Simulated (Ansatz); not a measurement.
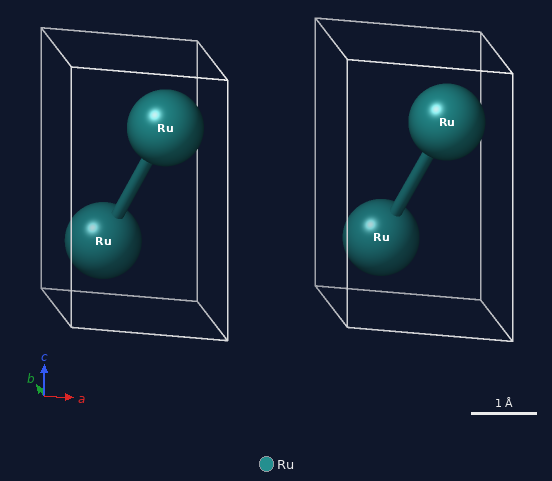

Two geometries of crystalline Ru (a generated structure, set up in P6_3/mmc), drawn at one scale. One is the start of a relaxation, the other its converged end. A ball-and-stick model of the cell of the calculation, seen slightly off an axis.

Computed with DFT, PBE, PAW with Ansatz's default frozen-core files, scalar-relativistic in Ansatz. Set-up: plane-wave cutoff 420 eV; k-point mesh 16 × 16 × 9; occupations fermi dirac; smearing width 0.05 eV; no spin polarisation; cell and atoms relaxed; force threshold 0.005 eV/Å; at most 80 steps.

**Which of the two is the end point?**

The right one is the relaxed one. Case: cell and atoms relaxed from a first guess. The atoms keep their places relative to the cell (all moves are under 0.005 Å). Cell: a = b 2.574 → 2.723 Å (+5.8 %), c 4.170 → 4.288 Å (+2.8 %). Volume +15.1 %. Among the contacts that change: Ru–Ru 2.574 → 2.723 Å, Ru–Ru 2.560 → 2.659 Å. The space group stays P6_3/mmc (No. 194). After 5 accepted moves (7 points after the start) the energy has fallen by 0.622 eV per cell of the calculation. All forces vanish by symmetry, so only the cell relaxes. Pressure: 61.19 GPa at the start and 0.00 GPa at the end. The SCF was repeated twice at an unchanged geometry on a basis and grid sized afresh for the cell, which shifted the energy by 2.4 meV per cell of the calculation at most. Cost: 26 s on 1 thread of Arm Neoverse V1, with other jobs on the host, peak memory 0.35 GiB.
